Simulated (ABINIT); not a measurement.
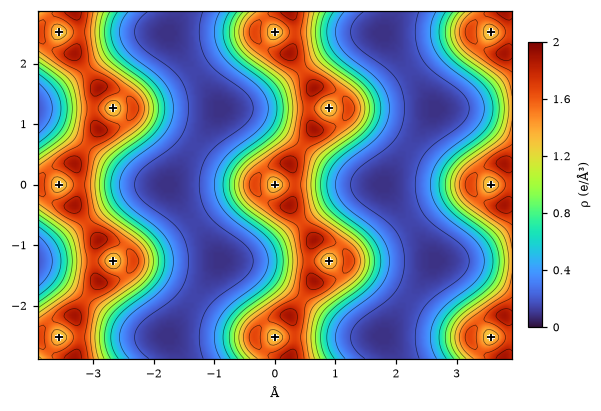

The valence pseudo-density on a plane through atoms (crosses mark nuclei in the plane).

All numbers below come from ABINIT, Kohn-Sham DFT of a periodic cell, r2SCAN, JTH PAW PBE v2.0.

Candidates:
A. C, a = 3.57 Å, b = 3.57 Å, c = 3.57 Å, α = 90.00°, β = 90.00°, γ = 90.00°. Space group Fd-3m.
B. AlN, a = 4.37 Å, b = 4.37 Å, c = 4.37 Å, α = 90.00°, β = 90.00°, γ = 90.00°. Space group F-43m; a structure from a database of computed crystals, not necessarily the ambient phase; computed pressure about 4 GPa in this cell.
C. SnTe, a = 6.30 Å, b = 6.30 Å, c = 6.30 Å, α = 90.00°, β = 90.00°, γ = 90.00°. Space group Fm-3m.

Which system is this?

Answer. Candidate A: C on the (101) plane of the conventional cell, which holds C. C–C (1.54 Å): ρ at the midpoint is about 1.7 e/Å³.
